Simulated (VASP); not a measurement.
## Geometry relaxation of MoTe2 (part 2 of 4)

The same run, continued: MoTe2 (slab, 6 atoms in the cell); Kohn-Sham DFT of a periodic cell, PBE with D3(BJ), VASP PAW PBE potentials, recommended, no spin polarisation (VASP 6.6.1); cutoff 600 eV, 12×12×1 k-mesh, Gaussian smearing of 0.03 eV. The structure derives from an entry of the Crystallography Open Database.

Geometry of the input (Å; fractional positions):
```
3.5182  0.0000  0.0000
-1.7591  3.0469  0.0000
0.0000  0.0000  28.5920
Te 0.3333  0.6667  0.3148
Te 0.3333  0.6667  0.4409
Te 0.6667  0.3333  0.5591
Te 0.6667  0.3333  0.6852
Mo 0.6667  0.3333  0.3778
Mo 0.3333  0.6667  0.6222
```

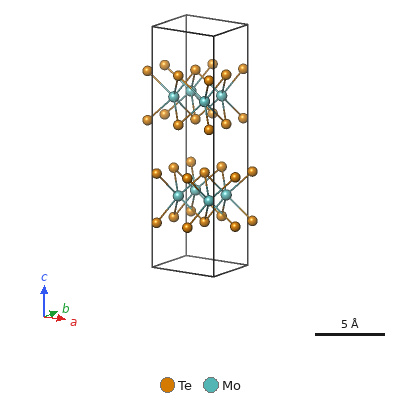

**Figure 1.** The input geometry (ball-and-stick view of the 2 × 2 repeat of the cell, with the vacuum cut short, seen slightly off an axis; bonded neighbours outside the cell are drawn too).

### OSZICAR, continued
```
DAV:   5    -0.359674604591E+02   -0.24183E-06   -0.67066E-06  1380   0.149E-02
  18 F= -.38815222E+02 E0= -.38815222E+02  d E =-.238229E-03
       N       E                     dE             d eps       ncg     rms          rms(c)
DAV:   1    -0.359675280775E+02   -0.67860E-04   -0.24353E-02  1178   0.121E+00    0.510E-02
DAV:   2    -0.359676175070E+02   -0.89430E-04   -0.11052E-03  1227   0.218E-01    0.236E-02
DAV:   3    -0.359676133530E+02    0.41540E-05   -0.28793E-05  1508   0.310E-02    0.150E-02
DAV:   4    -0.359676132961E+02    0.56952E-07   -0.40212E-06  1194   0.983E-03
  19 F= -.38815249E+02 E0= -.38815249E+02  d E =-.264853E-03
       N       E                     dE             d eps       ncg     rms          rms(c)
DAV:   1    -0.359662886378E+02    0.13247E-02   -0.93148E-03  1242   0.685E-01    0.138E-01
DAV:   2    -0.359660718695E+02    0.21677E-03   -0.26552E-03  1378   0.285E-01    0.784E-02
DAV:   3    -0.359659684923E+02    0.10338E-03   -0.79117E-04  1345   0.108E-01    0.463E-02
DAV:   4    -0.359659612846E+02    0.72078E-05   -0.52569E-05  1311   0.368E-02    0.181E-02
DAV:   5    -0.359659587116E+02    0.25730E-05   -0.42603E-05  1342   0.331E-02    0.216E-02
DAV:   6    -0.359659599478E+02   -0.12363E-05   -0.17127E-05  1380   0.171E-02    0.622E-03
DAV:   7    -0.359659593880E+02    0.55977E-06   -0.20088E-06   881   0.845E-03
  20 F= -.38815317E+02 E0= -.38815317E+02  d E =-.674592E-04
       N       E                     dE             d eps       ncg     rms          rms(c)
DAV:   1    -0.359646399497E+02    0.13200E-02   -0.85538E-03  1242   0.656E-01    0.135E-01
DAV:   2    -0.359644410164E+02    0.19893E-03   -0.25597E-03  1378   0.278E-01    0.769E-02
DAV:   3    -0.359643413545E+02    0.99662E-04   -0.77153E-04  1353   0.107E-01    0.455E-02
DAV:   4    -0.359643350383E+02    0.63162E-05   -0.50210E-05  1375   0.357E-02    0.169E-02
DAV:   5    -0.359643321984E+02    0.28399E-05   -0.39157E-05  1354   0.317E-02    0.197E-02
DAV:   6    -0.359643335527E+02   -0.13544E-05   -0.14100E-05  1417   0.157E-02    0.598E-03
DAV:   7    -0.359643330433E+02    0.50948E-06   -0.17091E-06   839   0.799E-03
  21 F= -.38815335E+02 E0= -.38815335E+02  d E =-.861825E-04
```

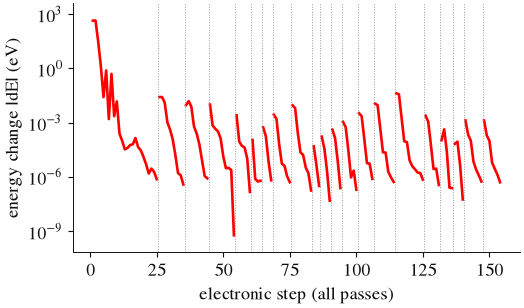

**Figure 2.** Convergence of the self-consistent field: energy change |dE| against the electronic step. Each stretch between dotted lines is the SCF of one geometry step of a relaxation. The 21 ionic steps take 3 to 25 electronic steps each. The density is held fixed in the first few steps, and dE rises again when its update begins.

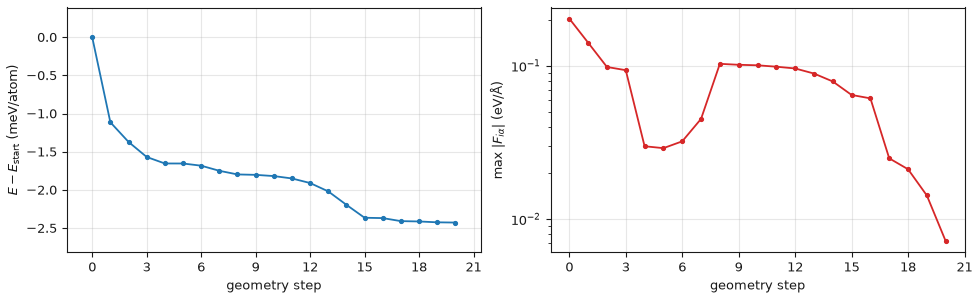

**Figure 3.** Progress of the relaxation, step by step (steps are counted from 0).

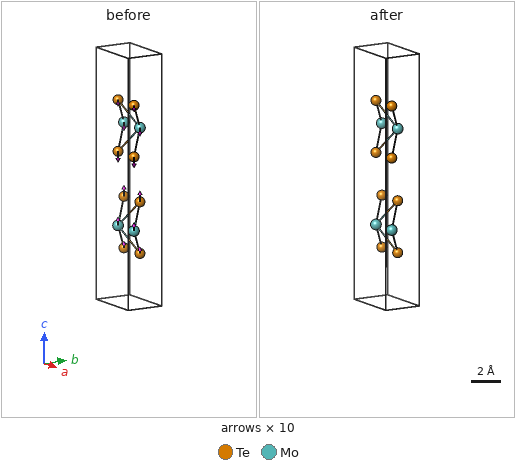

**Figure 4.** Before (left) and after (right) the relaxation, at one scale (ball-and-stick view of the 2 × 1 repeat of the cell, with the vacuum cut short, seen slightly off an axis). The pink arrows give the displacements (without the part carried along by the change of the cell), magnified 10 times. After 20 geometry steps the energy has fallen by 2.4 meV per atom. Largest force component: 0.2 eV/Å at the start, 0.0072 eV/Å at the end. The largest moves relative to the cell, 0.081 Å, are those of Te2 and Te3. By element the largest moves are Te 0.081 Å, Mo 0.064 Å. In the plane the drawn cell goes a 7.036 → 6.996 Å (−0.6 %), b 3.518 → 3.498 Å (−0.6 %). (Atoms are counted from 1 in the order of the input.)

### Parts of OUTCAR
```
PREC = Accurate
   ENCUT = 600
   EDIFF = 1E-6
   ISMEAR = 0
   LREAL = False
   LASPH = True
   NELM = 80
   ISIF = 3
   GGA = PE
   IVDW = 12
   IBRION = 2
   NSW = 90
   EDIFFG = -0.01
 IVDW          = 12
 VDW_S6        =  1.00000000  s6, scaling of the dipole-dipole dispersion
 VDW_S8        =  0.78750002  s8, scaling of the dipole-quadrupole dispersion
 VDW_A1        =  0.42890000  a1, scaling of the critical radii
 VDW_A2        =  4.44070005  a2, offset of the critical radii
 VDW_RADIUS    = 50.20216178  two-body interaction cutoff (in Angstroms)
 VDW_CNRADIUS  = 21.16708996  CN, coordination number cutoff (in Angstroms)

 ion  position               nearest neighbor table
   1  0.333  0.667  0.315-   5 2.72   5 2.72   5 2.72   2 3.61
   2  0.333  0.667  0.441-   5 2.72   5 2.72   5 2.72   1 3.61
   3  0.667  0.333  0.559-   6 2.72   6 2.72   6 2.72   4 3.61
   4  0.667  0.333  0.685-   6 2.72   6 2.72   6 2.72   3 3.61
   5  0.667  0.333  0.378-   1 2.72   1 2.72   1 2.72   2 2.72   2 2.72   2 2.72
   6  0.333  0.667  0.622-   4 2.72   4 2.72   4 2.72   3 2.72   3 2.72   3 2.72

  LATTYP: Found a hexagonal cell.
 ALAT       =     3.5182000000
 C/A-ratio  =     8.1268798818

  Lattice vectors:

 A1 = (   3.5182000000,   0.0000000000,   0.0000000000)
 A2 = (  -1.7591000000,   3.0468505800,   0.0000000000)
 A3 = (   0.0000000000,   0.0000000000,  28.5919888000)

Analysis of symmetry for initial positions (statically):
=====================================================================
 Subroutine PRICEL returns:
 Original cell was already a primitive cell.

 Routine SETGRP: Setting up the symmetry group for a
 hexagonal supercell.

 Subroutine GETGRP returns: Found 12 space group operations
 (whereof 12 operations were pure point group operations)
 out of a pool of 24 trial point group operations.

The static configuration has the point symmetry D_3d.

Analysis of symmetry for dynamics (positions and initial velocities):
=====================================================================
 Subroutine PRICEL returns:
 Original cell was already a primitive cell.

 Routine SETGRP: Setting up the symmetry group for a
 hexagonal supercell.

 Subroutine GETGRP returns: Found 12 space group operations
 (whereof 12 operations were pure point group operations)
 out of a pool of 24 trial point group operations.

The dynamic configuration has the point symmetry D_3d.

 Subroutine INISYM returns: Found 12 space group operations
 (whereof 12 operations are pure point group operations),
 and found     1 'primitive' translations

----------------------------------------------------------------------------------------

                                     Primitive cell

  volume of cell :     306.4898

  direct lattice vectors                    reciprocal lattice vectors
     3.518200000  0.000000000  0.000000000     0.284236257  0.164103879  0.000000000
    -1.759100000  3.046850580  0.000000000     0.000000000  0.328207759  0.000000000
     0.000000000  0.000000000 28.591988800     0.000000000  0.000000000  0.034974832

  length of vectors
     3.518200000  3.518200004 28.591988800     0.328207759  0.328207759  0.034974832

  position of ions in fractional coordinates (direct lattice)
     0.333333330  0.666666670  0.314773490
     0.333333330  0.666666670  0.440864360
     0.666666670  0.333333330  0.559135640
     0.666666670  0.333333330  0.685226510
     0.666666670  0.333333330  0.377818920
     0.333333330  0.666666670  0.622181080

  ion indices of the primitive-cell ions
   primitive index   ion index
                 1           1
                 2           2
                 3           3
                 4           4
                 5           5
                 6           6

----------------------------------------------------------------------------------------

 KPOINTS: regular mesh

Automatic generation of k-mesh.
 Grid dimensions read from file:
 generate k-points for:   12   12    1

 Generating k-lattice:

  Cartesian coordinates                     Fractional coordinates (reciprocal lattice)
     0.023686355  0.013675323  0.000000000     0.083333333  0.000000000  0.000000000
     0.000000000  0.027350647  0.000000000     0.000000000  0.083333333  0.000000000
     0.000000000  0.000000000  0.034974832     0.000000000  0.000000000  1.000000000

  Length of vectors
     0.027350647  0.027350647  0.034974832

  Shift w.r.t. Gamma in fractional coordinates (k-lattice)
     0.000000000  0.000000000  0.000000000

 Subroutine IBZKPT returns following result:
 ===========================================

 Found     19 irreducible k-points:

 Following reciprocal coordinates:
            Coordinates               Weight
  0.000000  0.000000  0.000000      1.000000
  0.083333 -0.000000  0.000000      6.000000
  0.166667 -0.000000  0.000000      6.000000
  0.250000  0.000000  0.000000      6.000000
  0.333333 -0.000000  0.000000      6.000000
  0.416667  0.000000  0.000000      6.000000
  0.500000  0.000000  0.000000      3.000000
  0.083333  0.083333  0.000000      6.000000
  0.166667  0.083333  0.000000     12.000000
  0.250000  0.083333  0.000000     12.000000
  0.333333  0.083333  0.000000     12.000000
  0.416667  0.083333  0.000000     12.000000
  0.166667  0.166667  0.000000      6.000000
  0.250000  0.166667  0.000000     12.000000
  0.333333  0.166667  0.000000     12.000000
  0.416667  0.166667  0.000000      6.000000
  0.250000  0.250000  0.000000      6.000000
  0.333333  0.250000  0.000000     12.000000
  0.333333  0.333333  0.000000      2.000000
   k-points           NKPTS =     19   k-points in BZ     NKDIM =     19   number of bands    NBANDS=     31
   number of dos      NEDOS =    301   number of ions     NIONS =      6
   total plane-waves  NPLWV = 188160
   dimension x,y,z NGX =    28 NGY =   28 NGZ =  240
   dimension x,y,z NGXF=    56 NGYF=   56 NGZF=  480
   ions per type =               4   2
   NGX,Y,Z   is equivalent  to a cutoff of  13.23, 13.23, 13.95 a.u.
   NGXF,Y,Z  is equivalent  to a cutoff of  26.46, 26.46, 27.91 a.u.
 SYSTEM =  unknown system
   PREC   = accura    normal or accurate (medium, high low for compatibility)
   ISTART =      0    job   : 0-new  1-cont  2-samecut
   ICHARG =      2    charge: 1-file 2-atom 10-const
   ISPIN  =      1    spin polarized calculation?
   LNONCOLLINEAR =      F non collinear calculations
   LSORBIT =      F    spin-orbit coupling
   LASPH  =      T    aspherical Exc in radial PAW
   ENCUT  =  600.0 eV  44.10 Ry    6.64 a.u.   7.03  7.03 57.11*2*pi/ulx,y,z
   NELM   =     80;   NELMIN=  2; NELMDL= -5     # of ELM steps
   EDIFF  = 0.1E-05   stopping-criterion for ELM
   LREAL  =      F    real-space projection
   EDIFFG = -.1E-01   stopping-criterion for IOM
   NSW    =     90    number of steps for IOM
   IBRION =      2    ionic relax: 0-MD 1-quasi-New 2-CG
   NFREE  =      1    steps in history (QN), initial steepest desc. (CG)
   ISIF   =      3    stress and relaxation
   ISYM   =      2    0-nonsym 1-usesym 2-fastsym
   POTIM  = 0.5000    time-step for ionic-motion
   TEBEG  =    0.0;   TEEND  =   0.0 temperature during run
   PSTRESS=    0.0 pullay stress
   NELECT =      52.0000    total number of electrons
   NUPDOWN=      -1.0000    fix difference up-down
   EMIN   =  10.00;   EMAX   =-10.00  energy-range for DOS
   EFERMI =   0.00;   METHOD = LEGACY
   ISMEAR =     0;   SIGMA  =   0.03  broadening in eV -4-tet -1-fermi 0-gaus
   EFERMI_NEDOS =   21; number of points for ismear=-14 and -15
   IALGO  =     38    algorithm
   IMIX   =      4    mixing-type and parameters
     AMIX     =   0.40;   BMIX     =  1.00
     AMIX_MAG =   1.60;   BMIX_MAG =  1.00
  volume/ion in A,a.u.               =      51.08       344.72
  Fermi-wavevector in a.u.,A,eV,Ry     =   0.906297  1.712653 11.175478  0.821374
  Thomas-Fermi vector in A             =   2.029968
   LORBIT       =      0    0 simple, 1 ext, 2 COOP (PROOUT), +10 PAW based schemes
   GGA     = PE    functional components
   LHFCALC =     F    Hartree Fock is set to
   AEXX    =    0.0000 exact exchange contribution
   IVDW    =    12    specifies the selected vdW correction
   LEPSILON=     F    determine dielectric tensor
   LRPA    =     F    only Hartree local field effects (RPA)
 conjugate gradient relaxation of ions
 non-spin polarized calculation
 Gauss-broadening in eV      SIGMA  =   0.03
  energy-cutoff  :      600.00
  volume of cell :      306.49
 maximum number of plane-waves:     10265
   NGX = 15   NGY = 15   NGZ =115

--------------------------------------- Ionic step        1  -------------------------------------------

 number of electron      51.9999999 magnetization

 Free energy of the ion-electron system (eV)
  ---------------------------------------------------
  ext. energy  EPLUGINS =         0.00000000
  ---------------------------------------------------
  free energy    TOTEN  =       -36.00643215 eV

  energy without entropy =      -36.00643215  energy(sigma->0) =      -36.00643215

------------------------ aborting loop because EDIFF is reached ----------------------------------------

 Edisp (eV)   -2.79434

 E8    (eV) :    -1.3237

  FORCE on cell =-STRESS in cart. coord.  units (eV):
  Direction    XX          YY          ZZ          XY          YZ          ZX
  --------------------------------------------------------------------------------------
  -------------------------------------------------------------------------------------
  Total      -0.49975    -0.49975     0.48255    -0.00000     0.00000     0.00000
  in kB      -2.61243    -2.61243     2.52252    -0.00000     0.00000     0.00000
  external pressure =       -0.90 kB  Pullay stress =        0.00 kB

 VOLUME and BASIS-vectors are now :
 -----------------------------------------------------------------------------
  energy-cutoff  :      600.00
  volume of cell :      306.49
      direct lattice vectors                 reciprocal lattice vectors
     3.518200000  0.000000000  0.000000000     0.284236257  0.164103879  0.000000000
    -1.759100000  3.046850580  0.000000000     0.000000000  0.328207759  0.000000000
     0.000000000  0.000000000 28.591988800     0.000000000  0.000000000  0.034974832

 POSITION                                       TOTAL-FORCE (eV/Angst)
 -----------------------------------------------------------------------------------
     -0.00000      2.03123      9.00000        -0.000000      0.000000     -0.115525
     -0.00000      2.03123     12.60519        -0.000000     -0.000000      0.203435
      1.75910      1.01562     15.98680        -0.000000      0.000000     -0.203435
      1.75910      1.01562     19.59199         0.000000     -0.000000      0.115525
      1.75910      1.01562     10.80259         0.000000     -0.000000     -0.000038
     -0.00000      2.03123     17.78939        -0.000000      0.000000      0.000038
 -----------------------------------------------------------------------------------
    total drift:                                0.000000      0.000000      0.000000

  FREE ENERGIE OF THE ION-ELECTRON SYSTEM (eV)
  ---------------------------------------------------
  free  energy   TOTEN  =       -38.8007693310 eV

  energy  without entropy=      -38.8007693310  energy(sigma->0) =      -38.80076933

--------------------------------------- Ionic step        2  -------------------------------------------

 number of electron      51.9999999 magnetization
```
